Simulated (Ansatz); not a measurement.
System: Al₂Cu, space group I4/mcm (No. 140).

Structure:
```xyz
12
Lattice="5.9924 0.0000 0.0000 0.0000 5.9924 0.0000 0.0000 0.0000 4.8287" Properties=species:S:1:pos:R:3 pbc="T T T"
Al    0.9548    2.0414    0.0000
Al    0.9548    3.9510    2.4144
Al    5.0375    2.0414    2.4144
Al    5.0375    3.9510    0.0000
Al    3.9510    5.0375    2.4144
Al    3.9510    0.9548    0.0000
Al    2.0414    5.0375    0.0000
Al    2.0414    0.9548    2.4144
Cu    0.0000    0.0000    3.6215
Cu    0.0000    0.0000    1.2072
Cu    2.9962    2.9962    1.2072
Cu    2.9962    2.9962    3.6215
```

Computed with Ansatz 0.2.0: energy, stress and cell of a relaxed crystal along a series of strains, atoms and what the cell freedom names relaxed within the symmetry; stress is positive in compression; plane waves with PAW datasets, Γ-centred k mesh; energies extrapolated to zero smearing. Level: PBEsol, no spin polarisation.

```csv
setting,value
wave cutoff,420 eV
k mesh,6×6×8
occupations,Gaussian
smearing width,0.1 eV
strain kind,shear ca
cell freedom,"cell held, c moved along a by strain times its height"
```

Predict the energy change, stress xx and c/a against strain. The strain takes the values 0, 1, 2, 3, 4, 6 %.

The energy change rises from 0.00 meV/atom at strain 0 % to 7.39 meV/atom at 6 %. The stress xx rises from 0.18 GPa at strain 0 % to 0.80 GPa at 6 %. The c/a rises from 0.8058 at strain 0 % to 0.8073 at 6 %. The solid is metallic at every point.

```tsv
strain (%)	energy change (meV/atom)	stress xx (GPa)	c/a
0	0.00	0.18	0.8058
1	0.29	0.21	0.8059
2	1.20	0.30	0.8060
3	2.48	0.43	0.8062
4	3.95	0.57	0.8065
6	7.39	0.80	0.8073
```

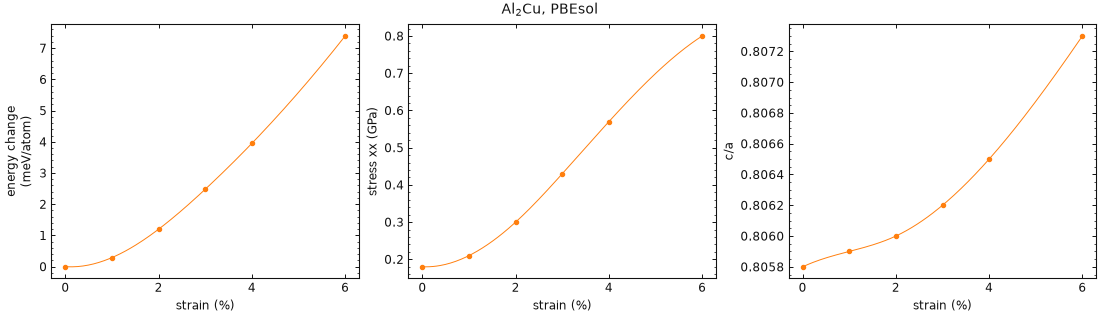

Note: given cell holds a small stress on this mesh.
